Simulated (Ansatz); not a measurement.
Consider SiSe.

```xyz
2
Lattice="3.5218 0.0000 0.0000 -1.7609 3.0500 0.0000 0.0000 0.0000 3.5253" Properties=species:S:1:pos:R:3 pbc="T T T"
Si    1.7609    1.0166    1.7626
Se    0.0000    0.0000    0.0000
```

Space group P-6m2; a generated structure, not necessarily the stable one; computed pressure about 4 GPa in this cell.

All numbers below come from Kohn-Sham DFT of a periodic cell, PBE, Ansatz PAW in Ansatz.

**What will maps of the valence pseudo-density and electron localisation function show?**

Si–Se (2.69 Å): the density is about 0.34 e/Å³ at the midpoint; the ELF peaks at about 0.80 in the valence shell of Si, 0.8 Å from its nucleus, and is about 0.60 at the midpoint.

**Does the calculation make it a metal, or give it a gap?**

It is metallic or semimetallic at this level of theory: no gap opens.

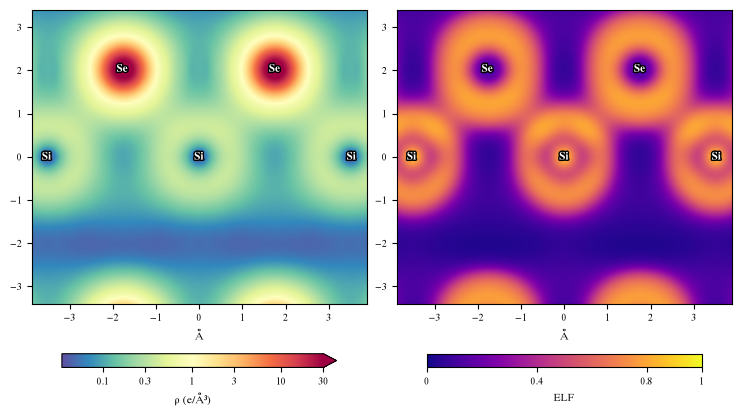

Computed valence pseudo-density and electron localisation function on the (110) plane of the conventional cell, in this order. 
